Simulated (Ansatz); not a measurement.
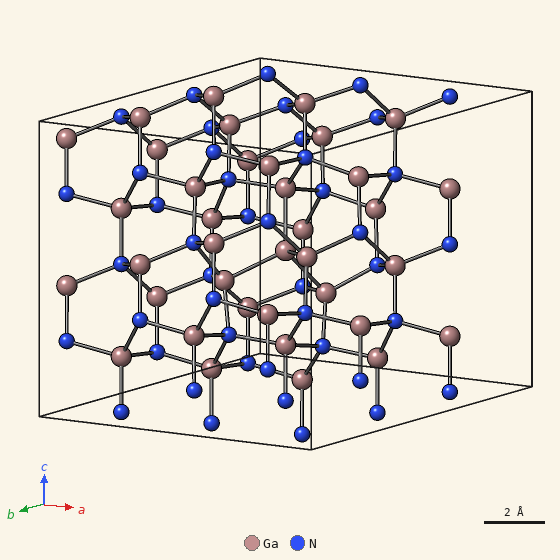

Ball-and-stick representation of a periodic structure, projected from a general direction. The parallelepiped is the supercell. The host is GaN, in a cell of 72 sites, and the cell is neutral.

> What defect is present?

Gallium on a nitrogen site (an antisite). It is bonded to four Ga in a distorted tetrahedral arrangement at about 2.2 to 2.3 Å.

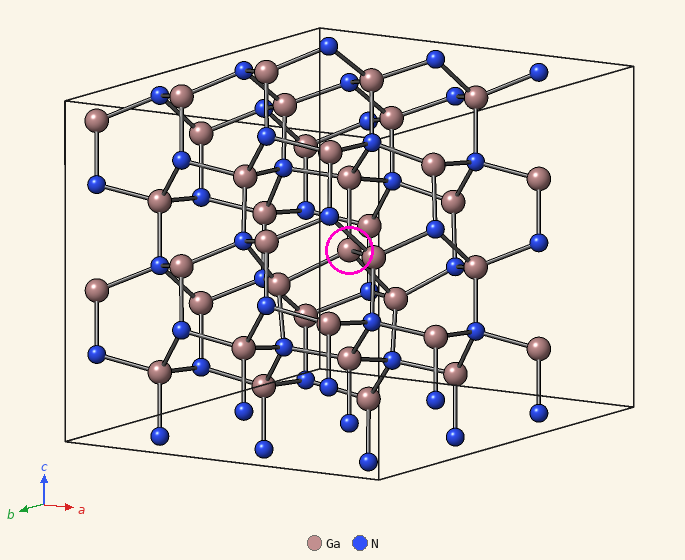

The same cell with a ring at the defect's site.

The atoms were relaxed in the host's cell with DFT PBE, scalar-relativistic, plane waves, PAW in Ansatz 0.2.0.
